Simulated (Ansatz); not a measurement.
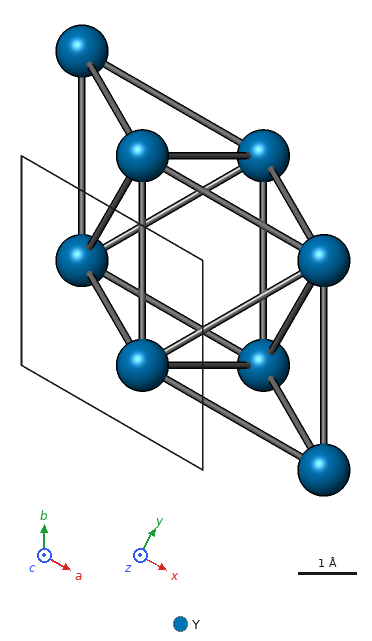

A scan of crystalline Y (P6_3/mmc): the cell is strained in shear in the xy plane, with the atoms kept at their fractional coordinates. x, y and z are the Cartesian axes of the input. The picture shows the reference cell. Style: ball-and-stick. Shown: the cell of the calculation, repeated 2 × 2 × 1 with one cell outlined, along the c axis.

All numbers below come from DFT PBE, scalar-relativistic, plane waves, PAW in Ansatz 0.2.0. Set-up: plane-wave cutoff 420 eV; k-point mesh 15 × 15 × 8; occupations gaussian; smearing width 0.15 eV; no spin polarisation. Energies (free energies at the smearing named) are counted from the cell as listed in its source, which wasn't relaxed.

```xyz
2
Lattice="3.6515 0.0000 0.0000 -1.8257 3.1623 0.0000 0.0000 0.0000 5.7474" Properties=species:S:1:pos:R:3 pbc="T T T"
Y     0.0000    2.1082    1.4368
Y     1.8257    1.0541    4.3106
```

Predict the energy profile (the strain: −0.040, −0.020, 0.000, 0.010, 0.030).

Answer.
```tsv
engineering shear strain	ΔE (meV/atom)
−0.040	4.76
−0.020	1.19
0.000	0.00
0.010	0.30
0.030	2.68
```

The lowest computed point lies at the strain 0.00 (0.00 meV/atom). The curvature at zero strain, (1/V) d²E/dε², is about 29 GPa; it is C₆₆ with clamped ions. The distortion takes the space group from P6_3/mmc to P2_1/m. At the strain −0.04 the cell of the drawing goes a 3.651 → 3.652 Å, b 3.651 → 3.715 Å, γ 120.0° → 121.7°.

The computed profile:

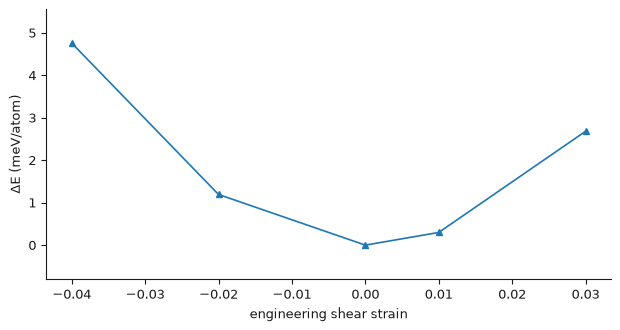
